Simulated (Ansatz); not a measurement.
Single-point calculation of Cu

Cu (Cmcm, 4 atoms in the cell), computed with DFT r2SCAN, scalar-relativistic, plane waves, PAW, no spin polarisation (Ansatz 0.2.0).

The structure derives from a Materials Project entry. It belongs to a series of runs on one base structure; here: the relaxed cell repeated 2 times.

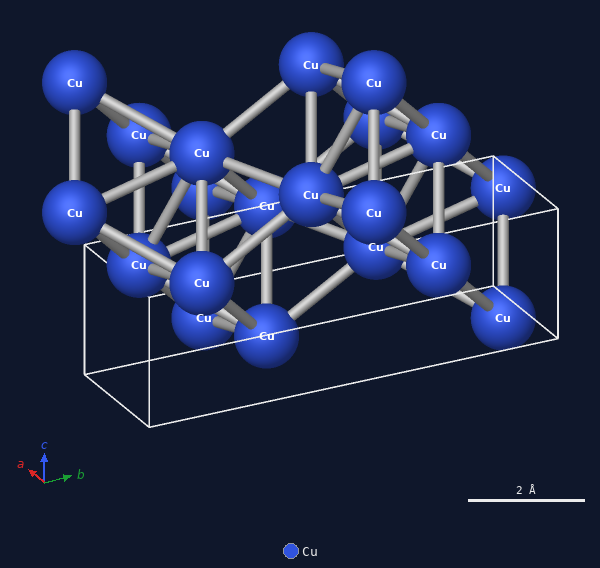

Fig. 1: The structure as given in the input (ball-and-stick view of the cell of the calculation, set on other vectors, repeated 2 × 1 × 2, seen at an oblique angle). An atom can appear more than once, as a periodic image.

**Results in brief**

| quantity | value |
| --- | --- |
| outcome | converged |
| space group (tolerance 0.01 Å) | Cmcm (63) |
| electrons treated | 76 |
| free energy | −26524.3363 eV |
| Fermi energy | 16.195 eV |
| gap on the k-point mesh | none (metallic) |
| pressure | 0.01 GPa |
| largest force (length of the vector) | under 0.001 eV/Å |
| hardware | 2 threads of Intel Xeon (Sapphire Rapids), 16 GiB of memory available, shared host |
| wall time | 82 s (CPU time 2.7 min) |
| peak memory | 1.7 GiB |

**The input**
```yaml
crystal:
  lattice:
    - [-2.4385984055, 0.0, 0.0]
    - [0.0, 0.0, 2.4770877137]
    - [0.0, 7.9551885247, 0.0]
  atoms:
    - { symbol: Cu, position: [0.0, 0.25, 0.8661618082] }
    - { symbol: Cu, position: [0.5, 0.25, 0.3661618082] }
    - { symbol: Cu, position: [0.0, 0.75, 0.1338381918] }
    - { symbol: Cu, position: [0.5, 0.75, 0.6338381918] }
basis:
  ecutwfc: 500
kpoints:
  mp_grid: { grid: [24, 24, 8] }
hamiltonian:
  xc: r2scan
scf:
  occupations: { method: gaussian, width: 0.15 }
output:
  forces: true
  stress: true
  eigenvalues: true
  write_density: true
  write_potential: true
  elf: true
  volumetric_format: npy
```

Run as:
```bash
ansatz run input.yaml --threads 2 --pin off --max-ram 5120MiB --backend cpu --events-out ev --progress --plain --runs-dir out
```

**Log**
```
Engine: ansatz 0.2.0, x86_64-unknown-linux-gnu
Pseudopotentials: kind: paw
Pseudopotential: Cu, paw, valence charge 19, recommended cutoff 500 eV (meta_gga), Cu.paw.azcp
Functional definition: r2SCAN
  parameter k0 = 0.174
  parameter k1 = 0.065
  parameter a1 = 4.9479
  exchange = r2scan_x(k0 = k0, k1 = k1, a1 = a1)
  correlation = r2scan_c
Crystal: 4 atoms, lattice volume = 48.054 Å³
Basis set: ecut = 500 eV, 1225 PW (Γ), exchange–correlation on 72×80×240 points (64 copies of the dense FFT grid, shifted against one another)
Bands: 46, of which v1, the nominal top of the filled ones, is band 38 counted from 1 (37 counted from 0)
Symmetry: 16 space group operations
Space group: Cmcm (ITA 63), of the structure as read, at distance tolerance 3.6e-5 Å
k-points: 845 of 4608
Non-local potential: Cu, projectors of the file, l = 0: 3, l = 1: 2, l = 2: 3, l = 3: 1
PAW form: soft (Blöchl's): semilocal exchange-correlation on the pseudo side does not see the compensation charge
PAW frozen core: Cu, regenerated for the run's functional (the file was generated under x = pbe(κ = 0.804, μ = 0.2195149727645171), c = pbe(β = 0.06672455060314922))
PAW one-centre angular grid: Cu, 590 points (default); XC on 160 Gauss nodes
Initial density: superposition of atomic densities (neutral atoms: chi_scale 0, normalization atom), corrected by the library's trained network
Initial wavefunctions: pseudopotential atomic-orbital guess
Functional: x = r2scan, c = r2scan; τ floored in thin density (d = 2e-4 eV/Å³)
SCF iter   1: F=—  HF=-26524.409472 eV  |F-HF|=—  |Δ(HF+E_count)|=         —  Δρ=4.01e-2  dr2=4.28e-1  dr2_τ=3.53e-3  ethr=1.77e-3  ⟨swp⟩=5.0  Hψ=123341  notcnv=0  defer=388
preconditioner: auto → Kerker (q_TF=auto, 2.945 Å⁻¹)  [metal: Δε(μ)=0.008 eV  Ē_g=11.108 eV  σ=0.150 eV  W_gap=0.03  n_scr=18 (ndim 8)  ℏωp=35.5 eV  f_vac=0.000  D(μ)=1.07/eV (n_scr^D=4)]
SCF iter   2: F=—  HF=-26524.366631 eV  |F-HF|=—  |Δ(HF+E_count)|=   4.28e-2  Δρ=1.14e-2  dr2=2.20e-2  dr2_τ=4.86e-3  ethr=5.64e-4  ⟨swp⟩=2.0  Hψ=67491  notcnv=0  defer=2434
SCF iter   3: F=—  HF=-26524.342993 eV  |F-HF|=—  |Δ(HF+E_count)|=   2.36e-2  Δρ=9.49e-3  dr2=3.07e-2  dr2_τ=1.65e-4  ethr=2.90e-5  ⟨swp⟩=2.0  Hψ=72854  notcnv=0  defer=2434
SCF iter   4: F=—  HF=-26524.335561 eV  |F-HF|=—  |Δ(HF+E_count)|=   7.43e-3  Δρ=1.71e-3  dr2=1.64e-3  dr2_τ=5.31e-5  ethr=2.90e-5  ⟨swp⟩=1.5  Hψ=45610  notcnv=0  defer=2425
SCF iter   5: F=—  HF=-26524.336208 eV  |F-HF|=—  |Δ(HF+E_count)|=   6.47e-4  Δρ=7.86e-4  dr2=3.62e-4  dr2_τ=4.08e-6  ethr=2.16e-6  ⟨swp⟩=2.0  Hψ=54423  notcnv=0  defer=2425
SCF iter   6: F=—  HF=-26524.336269 eV  |F-HF|=—  |Δ(HF+E_count)|=   6.03e-5  Δρ=2.38e-4  dr2=3.48e-5  dr2_τ=1.34e-7  ethr=4.76e-7  ⟨swp⟩=2.0  Hψ=53662  notcnv=0  defer=2425
SCF iter   7: F=—  HF=-26524.336288 eV  |F-HF|=—  |Δ(HF+E_count)|=   1.97e-5  Δρ=3.83e-5  dr2=5.48e-7  dr2_τ=1.08e-8  ethr=4.58e-8  ⟨swp⟩=2.0  Hψ=54618  notcnv=0  defer=2425
SCF iter   8: F=-26524.336290 eV  HF=-26524.336290 eV  |F-HF|=8.72e-8  |Δ(HF+E_count)|=   1.39e-6  Δρ=1.23e-5  dr2=4.94e-8  dr2_τ=7.69e-10  ethr=1.32e-10  ⟨swp⟩=12.3  Hψ=303116  notcnv=0
SCF 1 converged in 8 iterations: F = -26524.336290 eV  dr2 = 4.94e-8
  Residual-converged pass: ⟨swp⟩=1.0  Hψ=42269  notcnv=0  max |occ|·‖R‖ = 7.1e-9 eV (tolerance 1.0e-8 eV)  dr2=4.94e-8  dr2_τ=7.69e-10  dr2_onsite=1.77e-8  max |Δocc| = 8.9e-11
  greatest PAW one-centre occupation: 1.000 electrons in one spin orbital (limit 2), on the Cu atom at site 3 (counted from 0), in its partial waves of l = 0
SCF converged after 8 iterations
Free energy (F): -26524.336290 eV
Harris-Foulkes:  -26524.336290 eV  (|F-HF|=8.72e-8)
Internal energy: -26524.323456 eV  (E = F + TS)
E sigma→0 (E₀):  -26524.329873 eV
Entropy (-TS):   -0.012834 eV (-3.208 meV/atom)
Fermi energy:    16.194733 eV
--- Per-component energies (eV) ---
  E_band       = -1572.181665
  E_kinetic    = 1200.196771
  E_local      = -16584.018198  (includes V_loc(G=0)·N_el)
  E_nonlocal   = 1584.646184
  E_hartree    = 7329.536643
  E_xc         = -334.584095
  E_vxc        = -497.798027  (∫ρ·V_xc dr)
  E_paw        = -6715.546475  (= ΣΔE_a)
  E_vpaw       = -1970.194263  (= ΣTr[D̂ρ^β])
  E_aug_tail   = 0.000610  (compensation charges beyond the density's cutoff)
  E_vtau       = 35.889730  (kinetic-family band-sum trace: ∫τ·v_τ [+ j·A + Jᵃ·Aᵃ] dr)
  E_ewald      = -13003.350464
  E_core_change = -1.204432  (= ΣΔE_core)
  E_smearing   = -0.012834  (= −TS)
  E_closure    = 0.000000  (closes the sum)
  Σ components = -26524.336290   (vs F -26524.336290, Δ=0.00e0)
--- Forces (eV/Å), atoms counted from 1 ---
  atom   1  Cu    -0.00000000    -0.00027809    -0.00000000
  atom   2  Cu    -0.00000000    -0.00027809    -0.00000000
  atom   3  Cu     0.00000000     0.00027809     0.00000000
  atom   4  Cu     0.00000000     0.00027809     0.00000000
  max |Σ_I F_I| component: 1.73e-18 eV/Å
--- Stress (GPa, compression-positive) ---
        0.000169       0.000000       0.000000
        0.000000      -0.088015      -0.000000
        0.000000      -0.000000       0.115948
  P = ⅓ Tr σ = 0.0094 GPa (0.094 kbar)
--- Band table (eV; the first three rows and the last of 845) ---
  k-point 0: bands = ["-100.2343", "-100.2264", "-100.2239", "-100.2160", "-56.1217", "-56.0601", "-56.0578", "-56.0337", "-56.0174", "-56.0122", "-55.9959", "-55.9959", "-55.9957", "-55.9891", "-55.9754", "-55.9686", "6.6247", "8.7076", "9.4237", "11.0883", "11.7096", "11.8870", "12.3795", "12.4451", "12.6390", "13.1032", "13.3634", "13.3755", "13.5531", "13.7872", "13.8378", "13.8528", "14.1007", "14.1893", "14.2824", "14.4232", "14.5184", "14.6062", "14.7179", "16.1471", "21.2561", "30.3966", "31.6072", "32.0516", "32.4370", "34.5441"]
  k-point 1: bands = ["-100.2341", "-100.2273", "-100.2230", "-100.2162", "-56.1205", "-56.0713", "-56.0466", "-56.0333", "-56.0193", "-56.0103", "-55.9970", "-55.9963", "-55.9957", "-55.9895", "-55.9750", "-55.9688", "6.6652", "8.4372", "9.7064", "11.0798", "11.7166", "11.8740", "12.3895", "12.4284", "12.6866", "13.1166", "13.3491", "13.3849", "13.5753", "13.6917", "13.7512", "14.0037", "14.1402", "14.1918", "14.2767", "14.4290", "14.5158", "14.5931", "14.6995", "15.9151", "21.5822", "29.3610", "31.6645", "32.4926", "33.1271", "34.1399"]
  k-point 2: bands = ["-100.2336", "-100.2288", "-100.2215", "-100.2167", "-56.1169", "-56.0830", "-56.0348", "-56.0323", "-56.0224", "-56.0072", "-56.0006", "-55.9973", "-55.9951", "-55.9904", "-55.9740", "-55.9693", "6.7862", "8.0090", "10.1547", "11.0477", "11.7341", "11.8423", "12.4118", "12.4138", "12.7994", "13.1562", "13.3051", "13.4129", "13.5486", "13.6547", "13.6757", "14.1607", "14.1993", "14.2257", "14.2624", "14.4435", "14.5081", "14.5548", "14.6454", "15.3647", "22.4229", "27.8371", "31.8351", "32.6585", "33.5353", "34.3263"]
  k-point 844: bands = ["-100.2090", "-100.2090", "-100.2090", "-100.2090", "-56.1036", "-56.1036", "-56.1036", "-56.1036", "-56.0658", "-56.0658", "-56.0658", "-56.0658", "-56.0335", "-56.0335", "-56.0335", "-56.0335", "11.4509", "11.4509", "11.4509", "11.4509", "11.9488", "11.9488", "11.9488", "11.9488", "13.4707", "13.4707", "13.4707", "13.4707", "14.3268", "14.3268", "14.3268", "14.3268", "14.9024", "14.9024", "14.9024", "14.9024", "20.0801", "20.0801", "20.0801", "20.0801", "24.0110", "24.0110", "24.0110", "24.0110", "26.2586", "26.2586"]
```

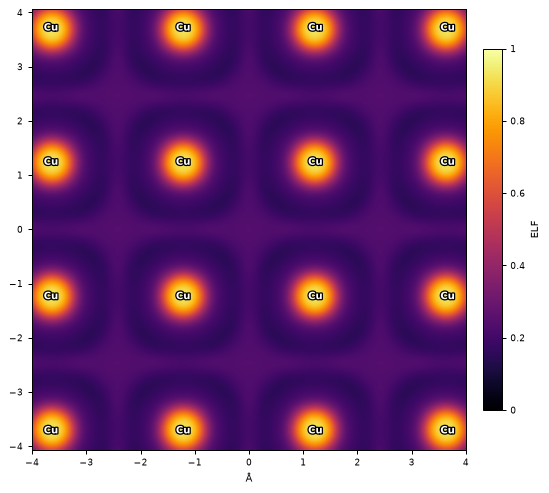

Fig. 2: ELF on the (010) plane of the conventional cell. The section cuts through Cu sites. Cu–Cu (2.44 Å): the ELF is about 0.20 at the midpoint (no shared electron pair). The strong features right at Cu lie inside the PAW spheres (semicore, d or f shells) and say nothing about bonding. The fields are those of the smooth PAW valence density.

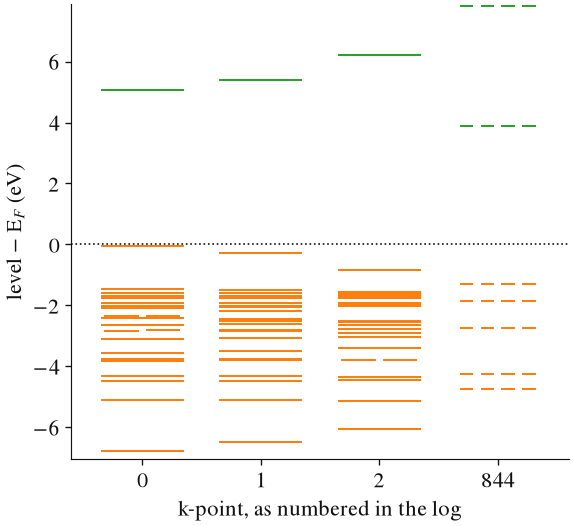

Fig. 3: Kohn–Sham levels near the Fermi level (dotted) at the few k-points that the log prints; levels within 0.02 eV of each other stand side by side. The system is metallic on the full mesh.
